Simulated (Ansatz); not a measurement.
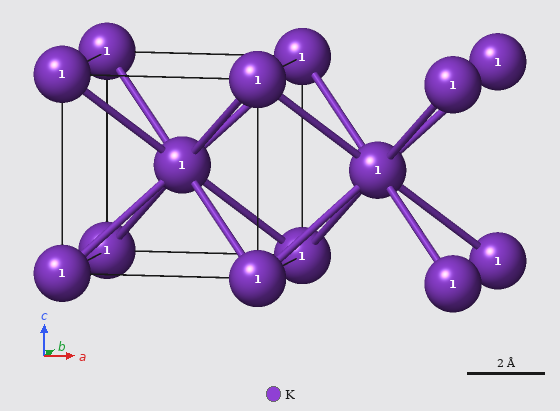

Reference structure: a symmetric starting cell of K. A ball-and-stick model of the conventional cell (2 times the calculation's cell), repeated 2 × 1 × 1 with one cell outlined, seen slightly off an axis. Lengths and directions refer to the drawn axes.

Computed with Ansatz, DFT PBEsol, scalar-relativistic, plane waves, PAW. Settings: plane-wave cutoff 420 eV; k-point mesh 12 × 12 × 12; occupations gaussian; smearing width 0.1 eV; no spin polarisation.

The variant: All lengths are scaled by −2.5 % (volume −7.2 %), the atoms keeping their fractional coordinates. No relaxation follows. The starting cell wasn't computed here and needn't be at equilibrium, so pressure and forces aren't due to the change alone.

What does the calculation give for the changed structure?

Answer. Among the bonded contacts that change: K–K 4.535 → 4.423 Å. The space group stays Im-3m (No. 229). The pressure is 0.3 GPa (not all of it need come from the change, since the unchanged cell can be under pressure at this level too). All forces vanish by symmetry.

The changed structure in the same view:

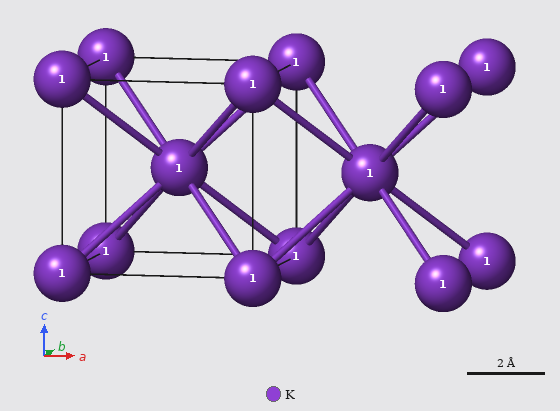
